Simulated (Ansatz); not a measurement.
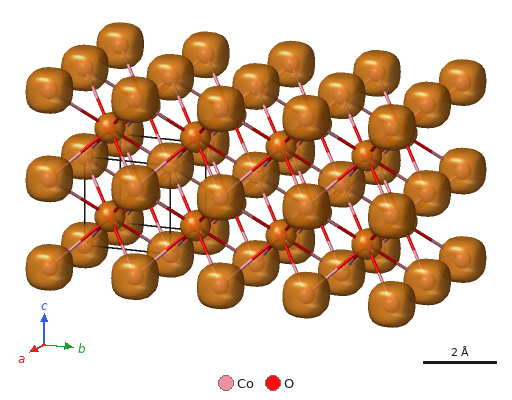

CoO. Isosurface of the spin density at +0.4 e/Å³ (orange), seen slightly off an axis. Sticks mark near contacts.

Space group P4/mmm; a generated structure, not necessarily the stable one; built by placing these elements on a known structure type; computed pressure about 14 GPa in this cell; spin-polarised.

Theory: Kohn-Sham DFT of a periodic cell, PBE, Ansatz PAW (Ansatz 0.2.0).

```xyz
2
Lattice="0.0000 2.5705 0.0000 0.0000 0.0000 2.5705 2.5448 0.0000 0.0000" Properties=species:S:1:pos:R:3 pbc="T T T"
Co    0.0000    0.0000    0.0000
O     1.2724    1.2853    1.2853
```

**Where is the spin, and how is it ordered?**

The spin density sits on Co: +2.5 μB in one cell of 2 atoms, with smaller moments on other sites: O (up to +0.48 μB): parallel main moments (a ferromagnetic arrangement) in this solution. The cell of the calculation (2 atoms) carries 3.0 μB of net spin moment.
